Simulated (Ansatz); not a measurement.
Run report: AlN, geometry relaxation (part 1 of 3)

AlN (slab, 48 atoms in the cell), computed with DFT PBE+D3(BJ), scalar-relativistic, plane waves, PAW, no spin polarisation (Ansatz 0.2.0).

The structure derives from an entry of the Crystallography Open Database. The input holds or restrains some coordinates. Forces given for the steps count only the free coordinates. It belongs to a series of runs on one base structure; here: clean slab, lower planes held.

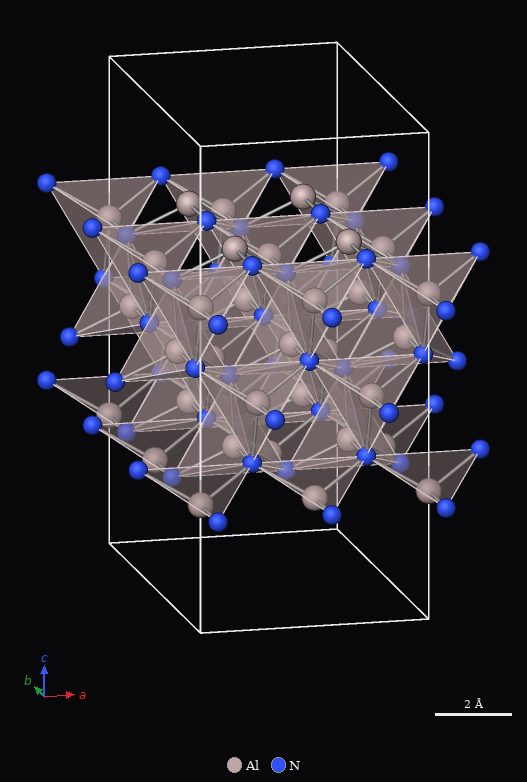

The structure as given in the input (polyhedral view of the cell of the calculation, with the vacuum cut short, seen slightly off an axis; polyhedra are completed across the faces of the cell). An atom can appear more than once, as a periodic image.

Results in brief

```csv
quantity,value
outcome,converged under the restraints of the input
electrons treated,192
free energy,−22173.0168 eV
"work function, top face",4.58 eV
"work function, bottom face",4.20 eV
Fermi energy,0.284 eV
gap on the k-point mesh,1.49 eV
final volume,1379.88 Å³
work function (upper face),4.58 eV
"largest force (length of the vector) at the end, held atoms and coordinates included",2.609 eV/Å
hardware,"4 threads of Arm Neoverse V2, 24 GiB of memory available, shared host"
wall time,3.2 min (CPU time 10 min)
peak memory,3 GiB
```

Warnings of the run: the exchange-correlation potential is rough where the density is thin.

Input
```yaml
crystal:
  lattice:
    - [6.2188310357, 0.0, 0.0]
    - [0.0, 9.957569126, 0.0]
    - [0.0, 0.0, 22.2832766019]
  atoms:
    - { symbol: Al, position: [0.5, 0.9992212451, 0.3590136291] }
    - { symbol: Al, position: [0.5, 0.4992212451, 0.3590136291] }
    - { symbol: Al, position: [0.0, 0.9992212451, 0.3590136291] }
    - { symbol: Al, position: [0.0, 0.4992212451, 0.3590136291] }
    - { symbol: "N", position: [0.5, 0.3082787549, 0.3590136291] }
    - { symbol: "N", position: [0.5, 0.8082787549, 0.3590136291] }
    - { symbol: "N", position: [0.0, 0.3082787549, 0.3590136291] }
    - { symbol: "N", position: [0.0, 0.8082787549, 0.3590136291] }
    - { symbol: Al, position: [0.75, 0.2492212451, 0.3992954493] }
    - { symbol: Al, position: [0.75, 0.7492212451, 0.3992954493] }
    - { symbol: Al, position: [0.25, 0.2492212451, 0.3992954493] }
    - { symbol: Al, position: [0.25, 0.7492212451, 0.3992954493] }
    - { symbol: "N", position: [0.75, 0.0582787549, 0.3992954493] }
    - { symbol: "N", position: [0.75, 0.5582787549, 0.3992954493] }
    - { symbol: "N", position: [0.25, 0.0582787549, 0.3992954493] }
    - { symbol: "N", position: [0.25, 0.5582787549, 0.3992954493] }
    - { symbol: Al, position: [0.75, 0.9992212451, 0.4798590899] }
    - { symbol: Al, position: [0.75, 0.4992212451, 0.4798590899] }
    - { symbol: Al, position: [0.25, 0.9992212451, 0.4798590899] }
    - { symbol: Al, position: [0.25, 0.4992212451, 0.4798590899] }
    - { symbol: "N", position: [0.75, 0.3082787549, 0.4798590899] }
    - { symbol: "N", position: [0.75, 0.8082787549, 0.4798590899] }
    - { symbol: "N", position: [0.25, 0.3082787549, 0.4798590899] }
    - { symbol: "N", position: [0.25, 0.8082787549, 0.4798590899] }
    - { symbol: Al, position: [0.0, 0.2492212451, 0.5201409101] }
    - { symbol: Al, position: [0.0, 0.7492212451, 0.5201409101] }
    - { symbol: Al, position: [0.5, 0.2492212451, 0.5201409101] }
    - { symbol: Al, position: [0.5, 0.7492212451, 0.5201409101] }
    - { symbol: "N", position: [0.0, 0.0582787549, 0.5201409101] }
    - { symbol: "N", position: [0.0, 0.5582787549, 0.5201409101] }
    - { symbol: "N", position: [0.5, 0.0582787549, 0.5201409101] }
    - { symbol: "N", position: [0.5, 0.5582787549, 0.5201409101] }
    - { symbol: Al, position: [0.0, 0.9992212451, 0.6007045507] }
    - { symbol: Al, position: [0.0, 0.4992212451, 0.6007045507] }
    - { symbol: Al, position: [0.5, 0.9992212451, 0.6007045507] }
    - { symbol: Al, position: [0.5, 0.4992212451, 0.6007045507] }
    - { symbol: "N", position: [0.0, 0.3082787549, 0.6007045507] }
    - { symbol: "N", position: [0.0, 0.8082787549, 0.6007045507] }
    - { symbol: "N", position: [0.5, 0.3082787549, 0.6007045507] }
    - { symbol: "N", position: [0.5, 0.8082787549, 0.6007045507] }
    - { symbol: Al, position: [0.25, 0.2492212451, 0.6409863709] }
    - { symbol: Al, position: [0.25, 0.7492212451, 0.6409863709] }
    - { symbol: Al, position: [0.75, 0.2492212451, 0.6409863709] }
    - { symbol: Al, position: [0.75, 0.7492212451, 0.6409863709] }
    - { symbol: "N", position: [0.25, 0.0582787549, 0.6409863709] }
    - { symbol: "N", position: [0.25, 0.5582787549, 0.6409863709] }
    - { symbol: "N", position: [0.75, 0.0582787549, 0.6409863709] }
    - { symbol: "N", position: [0.75, 0.5582787549, 0.6409863709] }
basis:
  ecutwfc: 420
kpoints:
  mp_grid: { grid: [3, 2, 1] }
hamiltonian:
  xc: pbe
  dispersion: d3bj
scf:
  occupations: { method: gaussian, width: 0.05 }
output:
  forces: true
  eigenvalues: true
  write_density: true
  write_potential: true
  elf: true
  volumetric_format: npy
relax:
  adjacent_minimum: "off"
  f_tol: 0.03
  max_steps: 70
  constraints:
    - { sites: [0, 1, 2, 3, 4, 5, 6, 7, 8, 9, 10, 11, 12, 13, 14, 15, 16, 17, 18, 19, 20, 21, 22, 23] }
efield:
  axis: 3
  dipole_correction: true
  ramp_width: 0.04
```

Command:
```bash
ansatz run input.yaml --threads 4 --pin off --max-ram 10240MiB --backend cpu --events-out ev --progress --plain --runs-dir out
```

The program's output
```
Engine: ansatz 0.2.0, aarch64-unknown-linux-gnu
Pseudopotentials: kind: paw
Pseudopotential: Al, paw, valence charge 3, recommended cutoff 420 eV (normal), Al.paw.azcp
Pseudopotential: N, paw, valence charge 5, recommended cutoff 420 eV (normal), N.paw.azcp
Functional definition: PBE
  parameter kappa = 0.804
  parameter beta = 0.06672455060314922
  exchange = pbe_x(kappa = kappa, mu = beta*pi^2/3)
  correlation = pbe_c(beta = beta)
Crystal: 48 atoms, lattice volume = 1379.879 Å³
Basis set: ecut = 420 eV, 27043 PW (Γ), exchange–correlation on 90×144×300 points (8 copies of the dense FFT grid, shifted against one another)
Bands: 144, of which v1, the nominal top of the filled ones, is band 96 counted from 1 (95 counted from 0)
Symmetry: 8 space group operations
k-points: 4 of 6
Non-local potential: Al, projectors of the file, l = 0: 2, l = 1: 2, l = 2: 1
Non-local potential: N, projectors of the file, l = 0: 2, l = 1: 2, l = 2: 1
PAW form: soft (Blöchl's): semilocal exchange-correlation on the pseudo side does not see the compensation charge
PAW one-centre angular grid: Al, 110 points (default); XC on 64 Gauss nodes
PAW one-centre angular grid: N, 110 points (default); XC on 64 Gauss nodes
Initial density: superposition of atomic densities (neutral atoms: chi_scale 0, normalization atom), corrected by the library's trained network
Initial wavefunctions: pseudopotential atomic-orbital guess
Functional: x = pbe(κ = 0.804, μ = 0.2195149727645171), c = pbe(β = 0.06672455060314922)
SCF iter   1: F=—  HF=-22171.072376 eV  |F-HF|=—  |Δ(HF+E_count)|=         —  Δρ=1.67e-3  dr2=3.30e-2  ethr=1.77e-3  p=0.000 e·Å  D=7.45e-14 V/Å  ΔV_dip=-0.00 eV  dr2_dipole=2.59e-8  V_vac-E_F(+/−)=4.26/4.26 eV  ⟨swp⟩=11.5  Hψ=3910  notcnv=0  defer=80
efield: sawtooth ramp at fractional position 0.9800 (placed from the atoms, in the widest stretch of the axis that holds none; the zero of the levels goes with the place), width 0.0400; the density the first Hamiltonian is built on has a dipole p = 0.000 e·Å; the dipole correction subtracts the counter field D = 7.45e-14 V/Å, which shifts the + side's vacuum level by -0.00 eV against the − side's; the planar-averaged density in the ramp window peaks in size at 5.3e-6 e/Å³
preconditioner: auto → Resta (q_TF=auto, 1.964 Å⁻¹)  ε∞=2.5  [insulator: Δε(μ)=1.224 eV  Ē_g=11.204 eV  σ=0.050 eV  W_gap=1.00  n_scr=160 (ndim 8)  ℏωp=13.9 eV  f_vac=0.550  D(μ)=0.00/eV (n_scr^D=0)  ε∞_Penn≈2.5  vacuum switching on, ρ_ref=9.1e-3 e/Å³]
SCF iter   2: F=—  HF=-22171.076363 eV  |F-HF|=—  |Δ(HF+E_count)|=   3.99e-3  Δρ=9.36e-4  dr2=1.18e-2  ethr=1.72e-5  p=0.000 e·Å  D=1.59e-5 V/Å  ΔV_dip=-0.00 eV  dr2_dipole=4.61e-8  V_vac-E_F(+/−)=4.31/4.31 eV  ⟨swp⟩=2.0  Hψ=1048  notcnv=0  defer=140
SCF iter   3: F=—  HF=-22171.075775 eV  |F-HF|=—  |Δ(HF+E_count)|=   5.88e-4  Δρ=4.70e-4  dr2=2.40e-3  ethr=6.14e-6  p=-0.000 e·Å  D=-1.89e-6 V/Å  ΔV_dip=0.00 eV  dr2_dipole=7.03e-12  V_vac-E_F(+/−)=4.30/4.30 eV  ⟨swp⟩=2.0  Hψ=736  notcnv=0  defer=140
SCF iter   4: F=—  HF=-22171.077582 eV  |F-HF|=—  |Δ(HF+E_count)|=   1.81e-3  Δρ=2.12e-4  dr2=5.39e-4  ethr=1.25e-6  p=-0.000 e·Å  D=-7.29e-6 V/Å  ΔV_dip=0.00 eV  dr2_dipole=5.87e-9  V_vac-E_F(+/−)=4.31/4.31 eV  ⟨swp⟩=2.0  Hψ=678  notcnv=0  defer=140
SCF iter   5: F=—  HF=-22171.078013 eV  |F-HF|=—  |Δ(HF+E_count)|=   4.31e-4  Δρ=5.50e-5  dr2=4.13e-5  ethr=2.81e-7  p=-0.000 e·Å  D=-3.25e-7 V/Å  ΔV_dip=0.00 eV  dr2_dipole=8.42e-11  V_vac-E_F(+/−)=4.31/4.31 eV  ⟨swp⟩=2.0  Hψ=734  notcnv=0  defer=140
SCF iter   6: F=-22171.078058 eV  HF=-22171.078057 eV  |F-HF|=1.53e-6  |Δ(HF+E_count)|=   4.36e-5  Δρ=1.42e-5  dr2=2.52e-6  ethr=1.17e-8  p=0.000 e·Å  D=1.23e-6 V/Å  ΔV_dip=-0.00 eV  dr2_dipole=1.01e-10  V_vac-E_F(+/−)=4.31/4.31 eV  ⟨swp⟩=33.5  Hψ=7972  notcnv=0
SCF 1 converged in 6 iterations: F = -22171.078058 eV  dr2 = 2.52e-6
  greatest PAW one-centre occupation: 0.792 electrons in one spin orbital (limit 2), on the N atom at site 15 (counted from 0), in its partial waves of l = 0
relax step   1: F+E_penalty+E_count = -22171.07805844 eV  Δ(F+E_penalty+E_count) = +0.000e0 eV  max|allowed force component| = 1.864e0 eV/Å  Δτ_max = 0.0000 Å  (6 SCF iters, dr2 threshold 2.25e-5 eV, accepted)
Initial density: handed on by an earlier stage of this run
Initial wavefunctions: those handed on with the density
iter 1 solved again at ethr=1.72e-4 eV; its pass at ethr=3.10e-3 eV (dr2=3.31e-1 eV) is discarded
SCF iter   1: F=—  HF=-22172.469427 eV  |F-HF|=—  |Δ(HF+E_count)|=         —  Δρ=4.54e-3  dr2=3.36e-1  ethr=1.72e-4  p=0.000 e·Å  D=1.23e-6 V/Å  ΔV_dip=-0.00 eV  dr2_dipole=2.26e-3  V_vac-E_F(+/−)=4.23/4.23 eV  ⟨swp⟩=2.0  Hψ=2128  notcnv=0  defer=160
efield: sawtooth ramp at fractional position 0.9800 (handed on by an earlier solve), width 0.0400; the density the first Hamiltonian is built on has a dipole p = 0.000 e·Å; the dipole correction subtracts the counter field D = 1.23e-6 V/Å, which shifts the + side's vacuum level by -0.00 eV against the − side's; the planar-averaged density in the ramp window peaks in size at 1.1e-7 e/Å³
preconditioner: auto → Resta (q_TF=auto, 1.964 Å⁻¹)  ε∞=2.5  [insulator: Δε(μ)=1.441 eV  Ē_g=11.326 eV  σ=0.050 eV  W_gap=1.00  n_scr=160 (ndim 8)  ℏωp=13.9 eV  f_vac=0.559  D(μ)=0.00/eV (n_scr^D=0)  ε∞_Penn≈2.5  vacuum switching on, ρ_ref=9.3e-3 e/Å³]
SCF iter   2: F=—  HF=-22172.413488 eV  |F-HF|=—  |Δ(HF+E_count)|=   5.59e-2  Δρ=2.31e-3  dr2=7.94e-2  ethr=1.72e-4  p=-0.048 e·Å  D=-6.23e-3 V/Å  ΔV_dip=0.14 eV  dr2_dipole=7.50e-5  V_vac-E_F(+/−)=4.36/4.22 eV  ⟨swp⟩=2.8  Hψ=773  notcnv=0  defer=160
SCF iter   3: F=—  HF=-22172.406083 eV  |F-HF|=—  |Δ(HF+E_count)|=   7.41e-3  Δρ=1.13e-3  dr2=2.01e-2  ethr=4.14e-5  p=-0.061 e·Å  D=-7.94e-3 V/Å  ΔV_dip=0.18 eV  dr2_dipole=8.26e-4  V_vac-E_F(+/−)=4.40/4.23 eV  ⟨swp⟩=2.0  Hψ=1016  notcnv=0  defer=160
SCF iter   4: F=—  HF=-22172.407708 eV  |F-HF|=—  |Δ(HF+E_count)|=   1.63e-3  Δρ=5.71e-4  dr2=5.20e-3  ethr=1.04e-5  p=-0.098 e·Å  D=-1.29e-2 V/Å  ΔV_dip=0.29 eV  dr2_dipole=7.68e-8  V_vac-E_F(+/−)=4.51/4.23 eV  ⟨swp⟩=2.2  Hψ=856  notcnv=0  defer=160
SCF iter   5: F=—  HF=-22172.408004 eV  |F-HF|=—  |Δ(HF+E_count)|=   2.96e-4  Δρ=1.35e-4  dr2=3.79e-4  ethr=2.71e-6  p=-0.109 e·Å  D=-1.43e-2 V/Å  ΔV_dip=0.32 eV  dr2_dipole=4.56e-6  V_vac-E_F(+/−)=4.55/4.23 eV  ⟨swp⟩=2.0  Hψ=752  notcnv=0  defer=160
SCF iter   6: F=—  HF=-22172.408201 eV  |F-HF|=—  |Δ(HF+E_count)|=   1.97e-4  Δρ=4.22e-5  dr2=3.46e-5  ethr=1.97e-7  p=-0.114 e·Å  D=-1.50e-2 V/Å  ΔV_dip=0.33 eV  dr2_dipole=2.17e-6  V_vac-E_F(+/−)=4.56/4.23 eV  ⟨swp⟩=2.0  Hψ=759  notcnv=0  defer=160
SCF iter   7: F=-22172.408221 eV  HF=-22172.408220 eV  |F-HF|=6.75e-7  |Δ(HF+E_count)|=   1.87e-5  Δρ=1.61e-5  dr2=3.32e-6  ethr=1.80e-8  p=-0.117 e·Å  D=-1.53e-2 V/Å  ΔV_dip=0.34 eV  dr2_dipole=1.39e-15  V_vac-E_F(+/−)=4.57/4.23 eV  ⟨swp⟩=30.0  Hψ=7446  notcnv=0
SCF 2 converged in 7 iterations: F = -22172.408221 eV  dr2 = 3.32e-6
[... from here on the iterations of each SCF are left out, up to the last one ...]
relax step   2: F+E_penalty+E_count = -22172.40822051 eV  Δ(F+E_penalty+E_count) = -1.330e0 eV  max|allowed force component| = 1.109e0 eV/Å  Δτ_max = 0.1703 Å  (7 SCF iters, dr2 threshold 1.00e-4 eV, accepted)
efield: sawtooth ramp at fractional position 0.9800 (handed on by an earlier solve), width 0.0400; the density the first Hamiltonian is built on has a dipole p = -0.117 e·Å; the dipole correction subtracts the counter field D = -1.53e-2 V/Å, which shifts the + side's vacuum level by +0.34 eV against the − side's; the planar-averaged density in the ramp window peaks in size at 1.5e-7 e/Å³
preconditioner: auto → Resta (q_TF=auto, 1.964 Å⁻¹)  ε∞=2.5  [insulator: Δε(μ)=1.479 eV  Ē_g=11.457 eV  σ=0.050 eV  W_gap=1.00  n_scr=160 (ndim 8)  ℏωp=13.9 eV  f_vac=0.562  D(μ)=0.00/eV (n_scr^D=0)  ε∞_Penn≈2.5  vacuum switching on, ρ_ref=9.5e-3 e/Å³]
SCF 3 converged in 6 iterations: F = -22172.907180 eV  dr2 = 3.04e-5
relax step   3: F+E_penalty+E_count = -22172.90718039 eV  Δ(F+E_penalty+E_count) = -4.990e-1 eV  max|allowed force component| = 1.016e0 eV/Å  Δτ_max = 0.1154 Å  (6 SCF iters, dr2 threshold 7.68e-5 eV, accepted)
efield: sawtooth ramp at fractional position 0.9800 (handed on by an earlier solve), width 0.0400; the density the first Hamiltonian is built on has a dipole p = -0.147 e·Å; the dipole correction subtracts the counter field D = -1.93e-2 V/Å, which shifts the + side's vacuum level by +0.43 eV against the − side's; the planar-averaged density in the ramp window peaks in size at 1.1e-7 e/Å³
preconditioner: auto → Resta (q_TF=auto, 1.964 Å⁻¹)  ε∞=2.5  [insulator: Δε(μ)=1.498 eV  Ē_g=11.438 eV  σ=0.050 eV  W_gap=1.00  n_scr=160 (ndim 8)  ℏωp=13.9 eV  f_vac=0.562  D(μ)=0.00/eV (n_scr^D=0)  ε∞_Penn≈2.5  vacuum switching on, ρ_ref=9.5e-3 e/Å³]
SCF 4 converged in 5 iterations: F = -22173.012748 eV  dr2 = 5.35e-5
relax step   4: F+E_penalty+E_count = -22173.01274789 eV  Δ(F+E_penalty+E_count) = -1.056e-1 eV  max|allowed force component| = 7.815e-2 eV/Å  Δτ_max = 0.0390 Å  (5 SCF iters, dr2 threshold 1.00e-4 eV, accepted)
efield: sawtooth ramp at fractional position 0.9800 (handed on by an earlier solve), width 0.0400; the density the first Hamiltonian is built on has a dipole p = -0.143 e·Å; the dipole correction subtracts the counter field D = -1.87e-2 V/Å, which shifts the + side's vacuum level by +0.42 eV against the − side's; the planar-averaged density in the ramp window peaks in size at 1.4e-7 e/Å³
preconditioner: auto → Resta (q_TF=auto, 1.964 Å⁻¹)  ε∞=2.5  [insulator: Δε(μ)=1.495 eV  Ē_g=11.429 eV  σ=0.050 eV  W_gap=1.00  n_scr=160 (ndim 8)  ℏωp=13.9 eV  f_vac=0.561  D(μ)=0.00/eV (n_scr^D=0)  ε∞_Penn≈2.5  vacuum switching on, ρ_ref=9.5e-3 e/Å³]
SCF 5 converged in 7 iterations: F = -22173.015579 eV  dr2 = 2.27e-8
relax step   5: F+E_penalty+E_count = -22173.01557938 eV  Δ(F+E_penalty+E_count) = -2.831e-3 eV  max|allowed force component| = 7.831e-2 eV/Å  Δτ_max = 0.0098 Å  (7 SCF iters, accepted)
SCF iter   1: F=—  HF=-22173.018957 eV  |F-HF|=—  |Δ(HF+E_count)|=         —  Δρ=1.78e-4  dr2=6.27e-4  ethr=4.52e-6  p=-0.123 e·Å  D=-1.62e-2 V/Å  ΔV_dip=0.36 eV  dr2_dipole=4.96e-5  V_vac-E_F(+/−)=4.56/4.20 eV  ⟨swp⟩=2.0  Hψ=1106  notcnv=0  defer=124
efield: sawtooth ramp at fractional position 0.9800 (handed on by an earlier solve), width 0.0400; the density the first Hamiltonian is built on has a dipole p = -0.123 e·Å; the dipole correction subtracts the counter field D = -1.62e-2 V/Å, which shifts the + side's vacuum level by +0.36 eV against the − side's; the planar-averaged density in the ramp window peaks in size at 1.4e-7 e/Å³
preconditioner: auto → Resta (q_TF=auto, 1.964 Å⁻¹)  ε∞=2.5  [insulator: Δε(μ)=1.494 eV  Ē_g=11.423 eV  σ=0.050 eV  W_gap=1.00  n_scr=160 (ndim 8)  ℏωp=13.9 eV  f_vac=0.562  D(μ)=0.00/eV (n_scr^D=0)  ε∞_Penn≈2.5  vacuum switching on, ρ_ref=9.5e-3 e/Å³]
SCF iter   2: F=—  HF=-22173.018778 eV  |F-HF|=—  |Δ(HF+E_count)|=   1.79e-4  Δρ=7.87e-5  dr2=8.52e-5  ethr=3.27e-7  p=-0.129 e·Å  D=-1.70e-2 V/Å  ΔV_dip=0.38 eV  dr2_dipole=2.92e-7  V_vac-E_F(+/−)=4.58/4.20 eV  ⟨swp⟩=2.5  Hψ=1019  notcnv=0  defer=124
SCF iter   3: F=—  HF=-22173.016763 eV  |F-HF|=—  |Δ(HF+E_count)|=   2.01e-3  Δρ=3.67e-5  dr2=1.72e-5  ethr=4.44e-8  p=-0.130 e·Å  D=-1.70e-2 V/Å  ΔV_dip=0.38 eV  dr2_dipole=7.79e-7  V_vac-E_F(+/−)=4.58/4.20 eV  ⟨swp⟩=2.0  Hψ=782  notcnv=0  defer=124
SCF iter   4: F=—  HF=-22173.016762 eV  |F-HF|=—  |Δ(HF+E_count)|=   1.33e-6  Δρ=1.55e-5  dr2=3.57e-6  ethr=8.94e-9  p=-0.131 e·Å  D=-1.71e-2 V/Å  ΔV_dip=0.38 eV  dr2_dipole=7.63e-8  V_vac-E_F(+/−)=4.58/4.20 eV  ⟨swp⟩=2.0  Hψ=783  notcnv=0  defer=124
SCF iter   5: F=—  HF=-22173.016762 eV  |F-HF|=—  |Δ(HF+E_count)|=   1.62e-7  Δρ=4.92e-6  dr2=4.01e-7  ethr=1.86e-9  p=-0.131 e·Å  D=-1.72e-2 V/Å  ΔV_dip=0.38 eV  dr2_dipole=1.92e-8  V_vac-E_F(+/−)=4.58/4.20 eV  ⟨swp⟩=2.0  Hψ=770  notcnv=0  defer=124
SCF iter   6: F=-22173.016762 eV  HF=-22173.016762 eV  |F-HF|=1.14e-8  |Δ(HF+E_count)|=   4.20e-8  Δρ=1.49e-6  dr2=2.79e-8  ethr=5.21e-11  p=-0.131 e·Å  D=-1.72e-2 V/Å  ΔV_dip=0.38 eV  dr2_dipole=9.12e-10  V_vac-E_F(+/−)=4.58/4.20 eV  ⟨swp⟩=20.0  Hψ=4978  notcnv=0
SCF 6 converged in 6 iterations: F = -22173.016762 eV  dr2 = 2.79e-8
relax step   6: F+E_penalty+E_count = -22173.01676198 eV  Δ(F+E_penalty+E_count) = -1.183e-3 eV  max|allowed force component| = 3.342e-3 eV/Å  Δτ_max = 0.0051 Å  (6 SCF iters, accepted)
```
